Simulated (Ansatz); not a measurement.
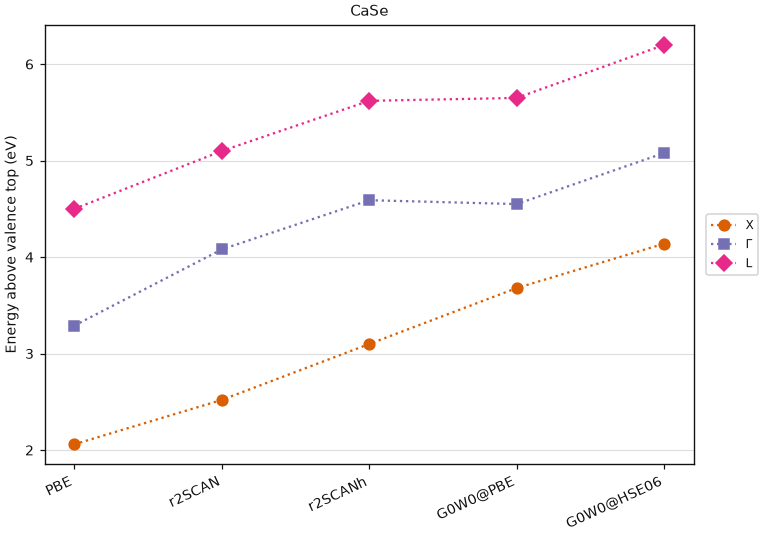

Lowest conduction level at each named k point, counted from the valence-band top at Γ, by several methods on one cell of rocksalt CaSe, space group Fm-3m (No. 225), 2 atoms in the primitive cell, relaxed with r2SCAN; cubic a = 5.935 Å. All runs are without spin-orbit coupling and carry no moments.

### Does G0W0@PBE shift these levels rigidly from PBE?

The shifts are +1.62 eV at X, +1.26 eV at Γ and +1.15 eV at L: a spread of 0.47 eV on a mean of 1.34 eV, so one shift describes them only roughly. Over all 11 corrected points, named or not, the shifts from that run's own start go from +1.15 to +2.04 eV.

### How do the methods rank at X?

From low to high: PBE 2.06, r2SCAN 2.52, r2SCANh 3.10, G0W0@PBE 3.68, G0W0@HSE06 4.14 eV.

### Do the methods agree on which of these conduction levels is lowest?

Yes: all put it at X.

| method | program | X (eV) | Γ (eV) | L (eV) |
| --- | --- | --- | --- | --- |
| PBE | Ansatz | 2.06 | 3.29 | 4.50 |
| r2SCAN | Ansatz | 2.52 | 4.08 | 5.10 |
| r2SCANh | Ansatz | 3.10 | 4.59 | 5.62 |
| G0W0@PBE | Ansatz | 3.68 | 4.55 | 5.65 |
| G0W0@HSE06 | Ansatz | 4.14 | 5.08 | 6.20 |

Settings. PBE: Ansatz PAW set, 8×8×8 k mesh, 420 eV cutoff, Fermi-Dirac smearing of 0.02 eV (Ansatz 0.2.0). r2SCAN: Ansatz PAW set, 8×8×8 k mesh, 500 eV cutoff, fixed occupations (Ansatz). r2SCANh: Ansatz PAW set, 6×6×6 k mesh, 500 eV cutoff, fixed occupations (Ansatz 0.2.0). G0W0@PBE: PBE, Ansatz PAW set, 6×6×6 k mesh, 420 eV cutoff, fixed occupations (Ansatz), G0W0 with empty bands 156, screening cutoff 120 eV and frequency treatment contour deformation. G0W0@HSE06: HSE06, Ansatz PAW set, 6×6×6 k mesh, 420 eV cutoff, fixed occupations (Ansatz 0.2.0), G0W0 with empty bands 387, screening cutoff 220 eV and frequency treatment contour deformation.

These are five of the 11 methods that were run on this cell. Spin-orbit coupling is left out, which matters for Se. r2SCAN, r2SCANh and G0W0@HSE06: the PAW data sets were made with another functional. LDA, GGA and most meta-GGA functionals understate gaps. G0W0@PBE and G0W0@HSE06: the k mesh is thin for GW. The GW runs differ in bands or cutoffs. The GW values are at finite bands, cutoffs and mesh, short of the basis limit.
